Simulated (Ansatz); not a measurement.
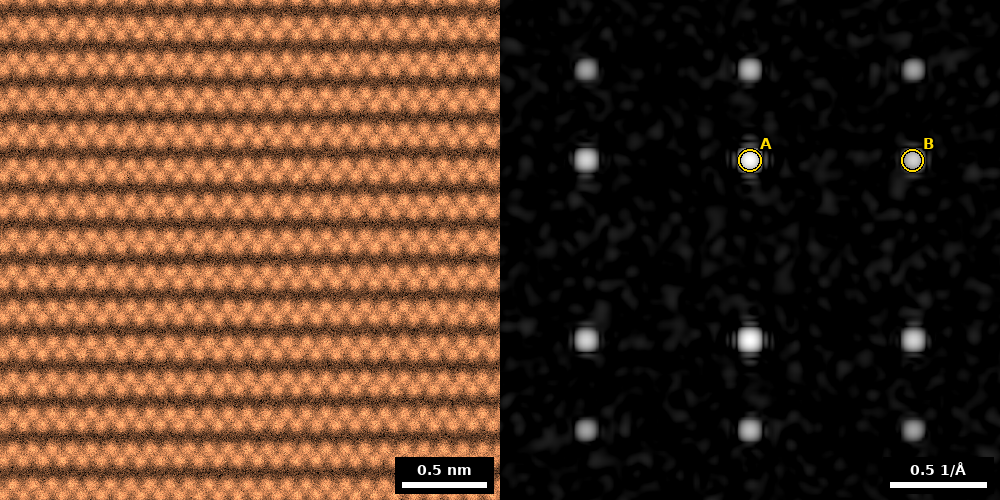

Integrated-DPC-like image of a crystal. Simulated as the projected potential of neutral atoms (B = 0.3 Å²) blurred by a 0.50 Å probe, the thin-sample limit of integrated differential phase contrast. The display is stretched by a gamma of 0.65; percentages refer to the linear signal. Shot noise was added.

The right panel is the modulus of the image's Fourier transform on a logarithmic scale.

> Which lattice spacings do the marked spots stand for, and what angle do A and B enclose?

A: 2.1 Å, B: 1.0 Å; A and B enclose about 61°.

The crystal is Fe (P6_3/mmc, No. 194) along [102]; the spots are (0 -1 0) and (-2 0 1). Structure: the geometry relaxed with DFT PBE, scalar-relativistic, plane waves, PAW in Ansatz; the starting structure was generated, so it need not be a known form of this composition.
